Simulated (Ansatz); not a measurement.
Geometry relaxation, with input and output: Re

Re (P6₃/mmc, 2 atoms in the cell), computed with DFT, PBE, PAW with Ansatz's default frozen-core files, scalar-relativistic, no spin polarisation (Ansatz 0.2.0).

The structure was built on a prototype by a generator; it need not be a known phase. It belongs to a series of runs on one base structure; here: bulk cell relaxed. Figures and captions count atoms from 1; the log counts them from 0 in places.

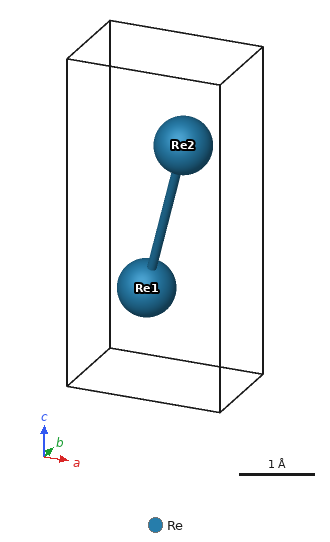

Fig. 1: The structure as given in the input (ball-and-stick view of the cell of the calculation, seen slightly off an axis; atoms are numbered from 1 in the order of the input). Near neighbours in the crystal (not all of them lie inside the picture): Re has 12 Re at 2.76 to 2.77 Å.

## The input
```yaml
crystal:
  lattice:
    - [2.7728322014, 0.0, 0.0]
    - [-1.3864161007, 2.4013431268, 0.0]
    - [0.0, 0.0, 4.4919881662]
  atoms:
    - { symbol: Re, position: [0.3333333333, 0.6666666667, 0.25] }
    - { symbol: Re, position: [0.6666666667, 0.3333333333, 0.75] }
kpoints:
  mp_grid: { grid: [18, 18, 10] }
scf:
  occupations: { method: fermi_dirac, width: 0.05 }
hamiltonian:
  xc: pbe
  pseudopotentials: { kind: paw }
output:
  forces: true
  stress: true
  write_density: true
  write_potential: true
  elf: true
  volumetric_format: npy
relax:
  f_tol: 0.005
  max_steps: 40
  cell: {}
```

Machine: 2 threads of Arm Neoverse V1, 24 GiB of memory available, shared host.

Launched with:
```bash
ansatz run input.yaml --threads 2 --pin off --max-ram 4096MiB --backend cpu --events-out ev --progress --plain --runs-dir out
```

## Log
```
Engine: ansatz 0.2.0, aarch64-unknown-linux-gnu
Pseudopotentials: kind: paw
Pseudopotential: Re, paw, valence charge 15, recommended cutoff 420 eV (normal), Re.paw.azcp
Functional definition: PBE
  parameter kappa = 0.804
  parameter beta = 0.06672455060314922
  exchange = pbe_x(kappa = kappa, mu = beta*pi^2/3)
  correlation = pbe_c(beta = beta)
Crystal: 2 atoms, lattice volume = 29.910 Å³
Basis set: ecut = 420 eV, 579 PW (Γ), exchange–correlation on 40×40×64 points (8 copies of the dense FFT grid, shifted against one another)
Bands: 19, of which v1, the nominal top of the filled ones, is band 15 counted from 1 (14 counted from 0)
Symmetry: 24 space group operations
Space group: P63/mmc (ITA 194), of the structure as read, at distance tolerance 3.1e-5 Å
k-points: 222 of 3240
Non-local potential: Re, projectors of the file, l = 0: 3, l = 1: 2, l = 2: 2, l = 3: 1
PAW form: soft (Blöchl's): semilocal exchange-correlation on the pseudo side does not see the compensation charge
PAW one-centre angular grid: Re, 590 points (default); XC on 64 Gauss nodes
Initial density: superposition of atomic densities (neutral atoms: chi_scale 0, normalization atom), corrected by the library's trained network
Initial wavefunctions: pseudopotential atomic-orbital guess
Functional: x = pbe(κ = 0.804, μ = 0.2195149727645171), c = pbe(β = 0.06672455060314922)
SCF iter   1: F=—  HF=-21736.155558 eV  |F-HF|=—  |Δ(HF+E_count)|=         —  Δρ=7.70e-3  dr2=6.14e-3  ethr=1.77e-3  ⟨swp⟩=5.6  Hψ=18946  notcnv=0
preconditioner: auto → none  [metal: Δε(μ)=0.002 eV  Ē_g=5.986 eV  σ=0.050 eV  W_gap=0.01  n_scr=8 (ndim 8)  ℏωp=25.4 eV  f_vac=0.000  D(μ)=1.63/eV (n_scr^D=22)  sad-step TF]
SCF iter   2: F=—  HF=-21736.158131 eV  |F-HF|=—  |Δ(HF+E_count)|=   2.57e-3  Δρ=4.61e-3  dr2=2.32e-3  ethr=2.05e-5  ⟨swp⟩=1.4  Hψ=6484  notcnv=0
SCF iter   3: F=—  HF=-21736.159242 eV  |F-HF|=—  |Δ(HF+E_count)|=   1.11e-3  Δρ=2.45e-4  dr2=6.03e-6  ethr=7.74e-6  ⟨swp⟩=2.5  Hψ=5676  notcnv=0
SCF iter   4: F=—  HF=-21736.159256 eV  |F-HF|=—  |Δ(HF+E_count)|=   1.41e-5  Δρ=5.59e-5  dr2=4.72e-7  ethr=2.01e-8  ⟨swp⟩=2.1  Hψ=7033  notcnv=0
iter 5 did not close the SCF: its close was put off for the readings that it lacked (scf_convergence_deferred on its scf_iter line)
SCF iter   5: F=-21736.159256 eV  HF=-21736.159256 eV  |F-HF|=5.53e-9  |Δ(HF+E_count)|=   3.72e-8  Δρ=1.03e-5  dr2=1.83e-8  ethr=1.57e-9  ⟨swp⟩=3.0  Hψ=7826  notcnv=0
SCF iter   6: F=-21736.159256 eV  HF=-21736.159256 eV  |F-HF|=4.73e-11  |Δ(HF+E_count)|=   1.15e-9  Δρ=2.90e-6  dr2=7.32e-10  ethr=6.10e-11  ⟨swp⟩=4.8  Hψ=23405  notcnv=0
SCF 1 converged in 6 iterations: F = -21736.159256 eV  dr2 = 7.32e-10
  greatest PAW one-centre occupation: 1.000 electrons in one spin orbital (limit 2), on the Re atom at site 1 (counted from 0), in its partial waves of l = 0
relax step   1: F+E_penalty+E_count = -21736.15925591 eV  Δ(F+E_penalty+E_count) = +0.000e0 eV  max|allowed force component| = 4.163e-17 eV/Å  Δτ_max = 0.0000 Å  P = -0.099 GPa  Ω = 29.910 Å³  (6 SCF iters, dr2 threshold 1.00e-7 eV, accepted)
Crystal: 2 atoms, lattice volume = 29.885 Å³
Initial density: handed on by an earlier stage of this run
Initial wavefunctions: those handed on with the density
iter 1 solved again at ethr=5.06e-7 eV; its pass at ethr=3.10e-3 eV (dr2=1.52e-4 eV) is discarded
SCF iter   1: F=—  HF=-21736.159208 eV  |F-HF|=—  |Δ(HF+E_count)|=         —  Δρ=1.10e-3  dr2=2.66e-4  ethr=5.06e-7  ⟨swp⟩=2.5  Hψ=22564  notcnv=0
eigensolver tolerance schedule calibrated: the retry pair's looser diagonalisation under-reported the residual by θ = 0.43 (0.11/decade); ethr = c·dr2/N_el runs at the constant in force after the calibration composes with the one it found (an armed cap, an earlier calibration), c = 7.8e-2
preconditioner: auto → none  [metal: Δε(μ)=0.004 eV  Ē_g=5.997 eV  σ=0.050 eV  W_gap=0.02  n_scr=8 (ndim 8)  ℏωp=25.4 eV  f_vac=0.000  D(μ)=1.70/eV (n_scr^D=22)]
SCF iter   2: F=—  HF=-21736.159113 eV  |F-HF|=—  |Δ(HF+E_count)|=   9.47e-5  Δρ=3.36e-4  dr2=1.42e-5  ethr=5.06e-7  ⟨swp⟩=2.3  Hψ=6485  notcnv=0
SCF iter   3: F=—  HF=-21736.159121 eV  |F-HF|=—  |Δ(HF+E_count)|=   7.66e-6  Δρ=9.37e-5  dr2=7.12e-7  ethr=3.69e-8  ⟨swp⟩=2.4  Hψ=5533  notcnv=0
iter 4 did not close the SCF: its close was put off for the readings that it lacked (scf_convergence_deferred on its scf_iter line)
SCF iter   4: F=-21736.159121 eV  HF=-21736.159121 eV  |F-HF|=3.66e-9  |Δ(HF+E_count)|=   2.42e-8  Δρ=5.32e-6  dr2=5.94e-9  ethr=1.85e-9  ⟨swp⟩=1.4  Hψ=4802  notcnv=0
iter 5 did not close the SCF: its close was put off for the readings that it lacked (scf_convergence_deferred on its scf_iter line)
SCF iter   5: F=-21736.159121 eV  HF=-21736.159121 eV  |F-HF|=6.55e-11  |Δ(HF+E_count)|=   2.45e-9  Δρ=8.77e-7  dr2=1.23e-10  ethr=1.54e-11  ⟨swp⟩=2.0  Hψ=7207  notcnv=0
SCF iter   6: F=-21736.159121 eV  HF=-21736.159121 eV  |F-HF|=7.28e-12  |Δ(HF+E_count)|=  2.18e-11  Δρ=2.34e-7  dr2=3.55e-12  ethr=1.00e-12  ⟨swp⟩=4.0  Hψ=19898  notcnv=0
SCF 2 converged in 6 iterations: F = -21736.159121 eV  dr2 = 3.55e-12
relax step   2: F+E_penalty+E_count = -21736.15912075 eV  Δ(F+E_penalty+E_count) = +1.352e-4 eV  max|allowed force component| = 6.939e-18 eV/Å  Δτ_max = 0.0000 Å  P = +0.222 GPa  Ω = 29.885 Å³  energy of the carried Pulay correction = +2.688e-5 eV  (6 SCF iters, dr2 threshold 2.00e-7 eV, rejected (line search))
Crystal: 2 atoms, lattice volume = 29.904 Å³
iter 1 solved again at ethr=1.70e-7 eV; its pass at ethr=3.10e-3 eV (dr2=5.11e-5 eV) is discarded
SCF iter   1: F=—  HF=-21736.159479 eV  |F-HF|=—  |Δ(HF+E_count)|=         —  Δρ=6.28e-4  dr2=8.77e-5  ethr=1.70e-7  ⟨swp⟩=2.7  Hψ=22429  notcnv=0
preconditioner: auto → none  [metal: Δε(μ)=0.006 eV  Ē_g=5.993 eV  σ=0.050 eV  W_gap=0.03  n_scr=8 (ndim 8)  ℏωp=25.4 eV  f_vac=0.000  D(μ)=1.65/eV (n_scr^D=22)]
SCF iter   2: F=—  HF=-21736.159460 eV  |F-HF|=—  |Δ(HF+E_count)|=   1.88e-5  Δρ=1.93e-4  dr2=4.73e-6  ethr=1.70e-7  ⟨swp⟩=2.4  Hψ=6600  notcnv=0
SCF iter   3: F=—  HF=-21736.159459 eV  |F-HF|=—  |Δ(HF+E_count)|=   3.73e-7  Δρ=5.32e-5  dr2=2.29e-7  ethr=1.58e-8  ⟨swp⟩=2.2  Hψ=5225  notcnv=0
SCF iter   4: F=—  HF=-21736.159459 eV  |F-HF|=—  |Δ(HF+E_count)|=   3.87e-7  Δρ=2.63e-6  dr2=1.49e-9  ethr=7.65e-10  ⟨swp⟩=1.1  Hψ=4306  notcnv=0
SCF iter   5: F=—  HF=-21736.159459 eV  |F-HF|=—  |Δ(HF+E_count)|=  6.69e-10  Δρ=5.13e-7  dr2=4.12e-11  ethr=4.96e-12  ⟨swp⟩=2.0  Hψ=7206  notcnv=0
SCF iter   6: F=-21736.159459 eV  HF=-21736.159459 eV  |F-HF|=3.64e-12  |Δ(HF+E_count)|=  1.09e-11  Δρ=1.27e-7  dr2=9.62e-13  ethr=1.00e-12  ⟨swp⟩=5.2  Hψ=16883  notcnv=0
SCF 3 converged in 6 iterations: F = -21736.159459 eV  dr2 = 9.62e-13
relax step   3: F+E_penalty+E_count = -21736.15945910 eV  Δ(F+E_penalty+E_count) = -2.032e-4 eV  max|allowed force component| = 1.203e-16 eV/Å  Δτ_max = 0.0000 Å  P = -0.018 GPa  Ω = 29.904 Å³  energy of the carried Pulay correction = +6.897e-6 eV  (6 SCF iters, accepted)
Basis set: ecut = 420 eV, 579 PW (Γ), exchange–correlation on 40×40×60 points (8 copies of the dense FFT grid, shifted against one another)
Initial wavefunctions: pseudopotential atomic-orbital guess (no wavefunctions were taken with the density)
iter 1 solved again at ethr=1.52e-8 eV; its pass at ethr=3.10e-3 eV (dr2=4.57e-6 eV) is discarded
SCF iter   1: F=—  HF=-21736.159484 eV  |F-HF|=—  |Δ(HF+E_count)|=         —  Δρ=7.58e-6  dr2=2.11e-9  ethr=1.52e-8  ⟨swp⟩=3.5  Hψ=30020  notcnv=0
preconditioner: auto → none  [metal: Δε(μ)=0.007 eV  Ē_g=5.993 eV  σ=0.050 eV  W_gap=0.03  n_scr=8 (ndim 8)  ℏωp=25.4 eV  f_vac=0.000  D(μ)=1.66/eV (n_scr^D=22)]
SCF iter   2: F=—  HF=-21736.159451 eV  |F-HF|=—  |Δ(HF+E_count)|=   3.31e-5  Δρ=3.84e-6  dr2=5.11e-10  ethr=7.03e-12  ⟨swp⟩=2.6  Hψ=8143  notcnv=0
iter 3 did not close the SCF: its close was put off for the readings that it lacked (scf_convergence_deferred on its scf_iter line)
SCF iter   3: F=-21736.159451 eV  HF=-21736.159451 eV  |F-HF|=3.64e-12  |Δ(HF+E_count)|=  4.84e-10  Δρ=4.82e-7  dr2=1.89e-11  ethr=1.70e-12  ⟨swp⟩=2.1  Hψ=5619  notcnv=0
iter 4 did not close the SCF: its close was put off for the readings that it lacked (scf_convergence_deferred on its scf_iter line)
SCF iter   4: F=-21736.159451 eV  HF=-21736.159451 eV  |F-HF|=3.64e-12  |Δ(HF+E_count)|=    0.00e0  Δρ=9.75e-8  dr2=9.73e-13  ethr=1.00e-12  ⟨swp⟩=1.0  Hψ=4218  notcnv=0
iter 5 did not close the SCF: its close was put off for the readings that it lacked (scf_convergence_deferred on its scf_iter line)
SCF iter   5: F=-21736.159451 eV  HF=-21736.159451 eV  |F-HF|=1.82e-11  |Δ(HF+E_count)|=  1.09e-11  Δρ=1.97e-8  dr2=3.61e-14  ethr=1.00e-12  ⟨swp⟩=1.0  Hψ=4218  notcnv=0
iter 6 did not close the SCF: its close was put off for the readings that it lacked (scf_convergence_deferred on its scf_iter line)
SCF iter   6: F=-21736.159451 eV  HF=-21736.159451 eV  |F-HF|=3.64e-12  |Δ(HF+E_count)|=  7.28e-12  Δρ=3.72e-9  dr2=3.90e-15  ethr=1.00e-12  ⟨swp⟩=1.0  Hψ=4218  notcnv=0
SCF iter   7: F=-21736.159451 eV  HF=-21736.159451 eV  |F-HF|=0.00e0  |Δ(HF+E_count)|=  7.28e-12  Δρ=7.48e-10  dr2=6.70e-17  ethr=1.00e-12  ⟨swp⟩=2.0  Hψ=12093  notcnv=0
SCF 4 converged in 7 iterations: F = -21736.159451 eV  dr2 = 6.70e-17
relax step   4: F+E_penalty+E_count = -21736.15945136 eV  Δ(F+E_penalty+E_count) = +7.743e-6 eV  max|allowed force component| = 1.041e-16 eV/Å  Δτ_max = 0.0000 Å  P = -0.018 GPa  Ω = 29.904 Å³  stress off target by 1.93e-2 GPa  SCF on the basis re-selected at this cell (its energy is not comparable with the rows above)  (7 SCF iters)
```

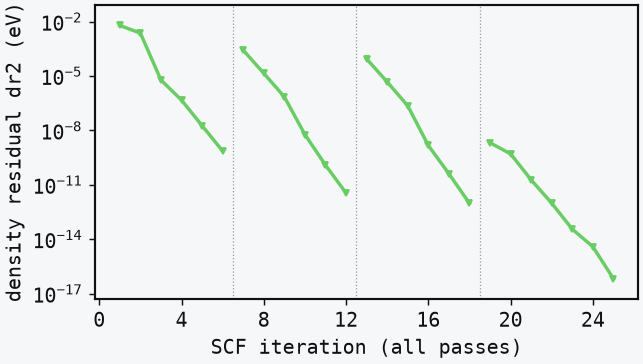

Fig. 2: Convergence of the self-consistent field: density residual dr2 against the SCF iteration. The dotted lines part the SCF passes of the relaxation: geometry steps, rejected trials and re-solves on a re-selected basis. The passes take 6, 6, 6 and 7 iterations.

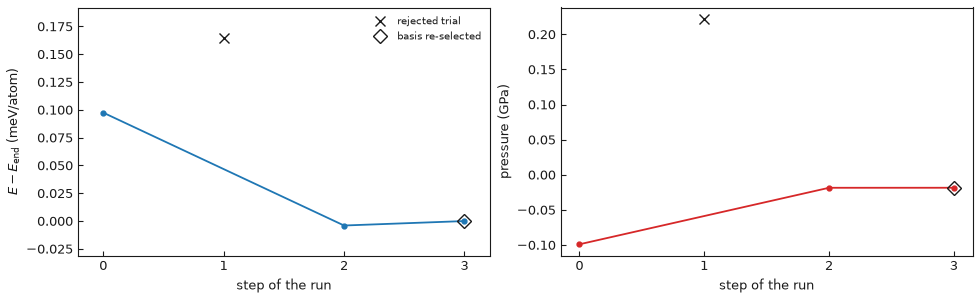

Fig. 3: Progress of the relaxation, step by step (the first geometry is step 0 here and step 1 in the log). After 2 geometry steps the energy has fallen by 0.1 meV per atom. All forces vanish by symmetry, so only the cell relaxes. The pressure goes from −0.10 to −0.02 GPa. The line search rejected the trial step at point 1 (counted from 0) and went back. The atoms keep their places relative to the cell (all moves are under 0.005 Å). The space group stays P6_3/mmc (No. 194). A last SCF at the same geometry on a re-selected plane-wave basis shifts the energy by +0.0 meV per atom. (Atoms are counted from 1 in the order of the input.)

```
basis re-selected at this cell: Δ(F+E_penalty+E_count) = +7.743e-6 eV, ΔP = +0.000 GPa vs the last step (what re-selecting the basis moved, of the pressure what is left beyond the Pulay correction that the steps carried, after the strain that the cell walked since its last selection, with what the two solves' SCF thresholds leave and, on support functions, any second-order correction that the steps lacked; it is no measure of the basis error at this ecutwfc). The dense FFT grid was sized anew with the basis: this SCF ran on 20×20×30 points, the steps before it on 20×20×32, so part of this shift can come from that change (see relax.cell in the input reference). This SCF's stress stands 1.93e-2 GPa from its target on what of the cell is left free (relax.cell.stress_tol is 5.00e-2 GPa) and its largest allowed force component is 1.04e-16 eV/Å (relax.f_tol is 5.00e-3 eV/Å): within both
SCF converged after 7 iterations
Free energy (F): -21736.159451 eV
Harris-Foulkes:  -21736.159451 eV  (|F-HF|=0.00e0)
Internal energy: -21736.145648 eV  (E = F + TS)
E sigma→0 (E₀):  -21736.152550 eV
Entropy (-TS):   -0.013804 eV (-6.902 meV/atom)
Fermi energy:    23.530173 eV
--- Per-component energies (eV) ---
  E_band       = -155.693891
  E_kinetic    = 1081.096225
  E_local      = -1541.509284  (includes V_loc(G=0)·N_el)
  E_nonlocal   = 96.841294
  E_hartree    = 551.230424
  E_xc         = -807.715605
  E_vxc        = -607.846417  (∫ρ·V_xc dr)
  E_paw        = -17317.844809  (= ΣΔE_a)
  E_vpaw       = -286.736405  (= ΣTr[D̂ρ^β])
  E_aug_tail   = -0.000151  (compensation charges beyond the density's cutoff)
  E_ewald      = -3798.243742
  E_smearing   = -0.013804  (= −TS)
  E_closure    = 0.000000  (closes the sum)
  Σ components = -21736.159451   (vs F -21736.159451, Δ=0.00e0)
--- Forces (eV/Å), atoms counted from 1 ---
  atom   1  Re     0.00000000    -0.00000000     0.00000000
  atom   2  Re    -0.00000000     0.00000000     0.00000000
  max |Σ_I F_I| component: 1.39e-17 eV/Å
--- Stress (GPa, compression-positive) ---
       -0.019280       0.000000       0.000000
       -0.000000      -0.019280       0.000000
        0.000000       0.000000      -0.016764
  P = ⅓ Tr σ = -0.0184 GPa (-0.184 kbar)
--- Band table (eV; the first three rows and the last of 222) ---
  k-point 0: bands = ["-56.2428", "-56.1283", "-18.7224", "-17.7218", "-17.7218", "-17.5554", "-17.5554", "-17.5366", "13.7892", "17.0319", "22.0038", "22.0113", "22.0113", "22.8273", "22.8273", "23.7428", "23.7428", "24.1132", "26.8490"]
  k-point 1: bands = ["-56.2401", "-56.1311", "-18.6952", "-17.7178", "-17.7178", "-17.5676", "-17.5595", "-17.5595", "13.9077", "17.0373", "21.9331", "21.9516", "21.9516", "22.7530", "22.7530", "23.7726", "23.9101", "23.9101", "26.8628"]
  k-point 2: bands = ["-56.2320", "-56.1393", "-18.6157", "-17.7061", "-17.7061", "-17.6570", "-17.5714", "-17.5714", "14.2523", "17.0298", "21.7409", "21.8402", "21.8402", "22.5597", "22.5597", "22.9694", "24.3346", "24.3346", "26.8626"]
  k-point 221: bands = ["-56.1075", "-56.1075", "-18.4821", "-18.4821", "-18.2363", "-18.2363", "-17.7524", "-17.7524", "19.0867", "19.0867", "19.8923", "19.8923", "21.4251", "21.4251", "23.6143", "23.6143", "26.8395", "26.8395", "32.9163"]
--- Relaxed structure (3 steps of the walk, 2 accepted, 1 SCFs on fresh bases) ---
  F+E_penalty+E_count = -21736.15945136 eV   max|allowed force component| = 1.041e-16 eV/Å   (the final SCF, on the basis selected at the relaxed cell)
  cell:  # Å, volume = 29.9037 Å³
    - [2.775100307616829, 0.0, 0.0]
    - [-1.3875501538084145, 2.403307364446184, 0.0]
    - [0.0, 0.0, 4.483703315831658]
  atoms:
    - { symbol: Re, position: [0.3333333333333333, 0.6666666666666666, 0.25] }
    - { symbol: Re, position: [0.6666666666666666, 0.3333333333333333, 0.7500000000000001] }
```

## File rho_z.tsv
```
# z_ang	rho[e/angstrom^3]
# format = ansatz-planar-average/11
# lattice	2.775100308	0.000000000	0.000000000
# lattice	-1.387550154	2.403307364	0.000000000
# lattice	0.000000000	0.000000000	4.483703316
# sites	2
# site	75	-0.000000000	1.602204910	1.120925829
# site	75	1.387550154	0.801102455	3.362777487
0.000000	3.688164e-1
0.149457	3.937641e-1
0.298914	4.865616e-1
0.448370	6.859408e-1
0.597827	1.000139e0
0.747284	1.357094e0
0.896741	1.638480e0
1.046197	1.777766e0
1.195654	1.777766e0
1.345111	1.638480e0
1.494568	1.357094e0
1.644025	1.000139e0
1.793481	6.859408e-1
1.942938	4.865616e-1
2.092395	3.937641e-1
2.241852	3.688164e-1
2.391308	3.937641e-1
2.540765	4.865616e-1
2.690222	6.859408e-1
2.839679	1.000139e0
2.989136	1.357094e0
3.138592	1.638480e0
3.288049	1.777766e0
3.437506	1.777766e0
3.586963	1.638480e0
3.736419	1.357094e0
3.885876	1.000139e0
4.035333	6.859408e-1
4.184790	4.865616e-1
4.334247	3.937641e-1
```

## File v_z.tsv
```
# z_ang	v_es[eV]	v_tot[eV]
# format = ansatz-planar-average/11
# xc	pbe
# density_cutoff_ev	1680
# datasets	Re=:simpson_from_first_knot:soft
# lattice	2.775100308	0.000000000	0.000000000
# lattice	-1.387550154	2.403307364	0.000000000
# lattice	0.000000000	0.000000000	4.483703316
# sites	2
# site	75	-0.000000000	1.602204910	1.120925829
# site	75	1.387550154	0.801102455	3.362777487
0.000000	2.155691e1	1.010896e1
0.149457	2.077984e1	9.189683e0
0.298914	1.812801e1	6.016995e0
0.448370	1.380879e1	6.902076e-1
0.597827	8.973569e0	-5.590531e0
0.747284	4.626807e0	-1.146767e1
0.896741	1.366746e0	-1.594946e1
1.046197	-3.954985e-1	-1.837559e1
1.195654	-3.954985e-1	-1.837559e1
1.345111	1.366746e0	-1.594946e1
1.494568	4.626807e0	-1.146767e1
1.644025	8.973569e0	-5.590531e0
1.793481	1.380879e1	6.902076e-1
1.942938	1.812801e1	6.016995e0
2.092395	2.077984e1	9.189683e0
2.241852	2.155691e1	1.010896e1
2.391308	2.077984e1	9.189683e0
2.540765	1.812801e1	6.016995e0
2.690222	1.380879e1	6.902076e-1
2.839679	8.973569e0	-5.590531e0
2.989136	4.626807e0	-1.146767e1
3.138592	1.366746e0	-1.594946e1
3.288049	-3.954985e-1	-1.837559e1
3.437506	-3.954985e-1	-1.837559e1
3.586963	1.366746e0	-1.594946e1
3.736419	4.626807e0	-1.146767e1
3.885876	8.973569e0	-5.590531e0
4.035333	1.380879e1	6.902076e-1
4.184790	1.812801e1	6.016995e0
4.334247	2.077984e1	9.189683e0
```

## Trajectory as extended XYZ (Å, eV, eV/Å), 4 frames, from step=1 to step=4
```
2
Lattice="2.7728 0.0000 0.0000 -1.3864 2.4013 0.0000 0.0000 0.0000 4.4920" Properties=species:S:1:pos:R:3:forces:R:3 step=1 energy=-21736.15926 pressure_GPa=-0.10
Re    0.0000    1.6009    1.1230    0.0000   0.0000   0.0000
Re    1.3864    0.8004    3.3690    0.0000   0.0000   0.0000
2
Lattice="2.7778 0.0000 0.0000 -1.3889 2.4056 0.0000 0.0000 0.0000 4.4722" Properties=species:S:1:pos:R:3:forces:R:3 step=2 energy=-21736.15912 pressure_GPa=0.22 accepted=F
Re    0.0000    1.6038    1.1180    0.0000   0.0000   0.0000
Re    1.3889    0.8019    3.3541    0.0000   0.0000   0.0000
2
Lattice="2.7751 0.0000 0.0000 -1.3876 2.4033 0.0000 0.0000 0.0000 4.4837" Properties=species:S:1:pos:R:3:forces:R:3 step=3 energy=-21736.15946 pressure_GPa=-0.02
Re    0.0000    1.6022    1.1209    0.0000   0.0000   0.0000
Re    1.3876    0.8011    3.3628    0.0000   0.0000   0.0000
2
Lattice="2.7751 0.0000 0.0000 -1.3876 2.4033 0.0000 0.0000 0.0000 4.4837" Properties=species:S:1:pos:R:3:forces:R:3 step=4 energy=-21736.15945 pressure_GPa=-0.02
Re    0.0000    1.6022    1.1209    0.0000   0.0000   0.0000
Re    1.3876    0.8011    3.3628    0.0000   0.0000   0.0000
```

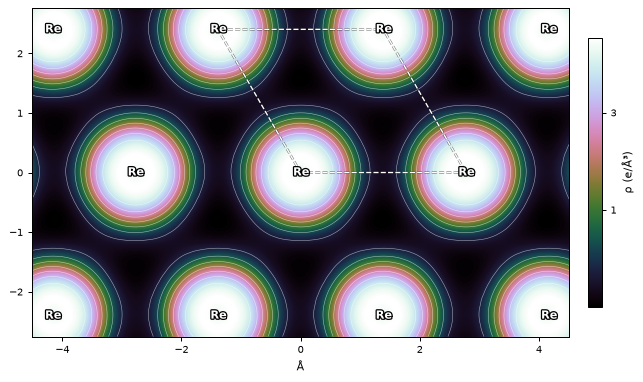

Fig. 4: Valence pseudo-density on the (001) plane of the conventional cell. Atoms in the plane: Re. Re–Re (2.78 Å): ρ is about 0.41 e/Å³ halfway. Away from the nuclei the density in this plane falls to 0.33 e/Å³ at its lowest. In a PAW calculation such maps are meaningful between the atoms, not at the nuclei.

## Results in brief

- outcome: converged
- space group (tolerance 0.01 Å): P6₃/mmc (194)
- electrons treated: 30
- free energy: −21736.1595 eV
- Fermi energy: 23.530 eV
- pressure: −0.02 GPa
- final volume: 29.90 Å³
- largest force (length of the vector) at the end: under 0.001 eV/Å
- final cell: a = 2.775 Å, b = 2.775 Å, c = 4.484 Å, α = 90.00°, β = 90.00°, γ = 120.00°
- wall time: 14 s (CPU time 26 s)
- peak memory: 0.4 GiB

## Notes

Spin–orbit coupling is left out, which matters for Re.
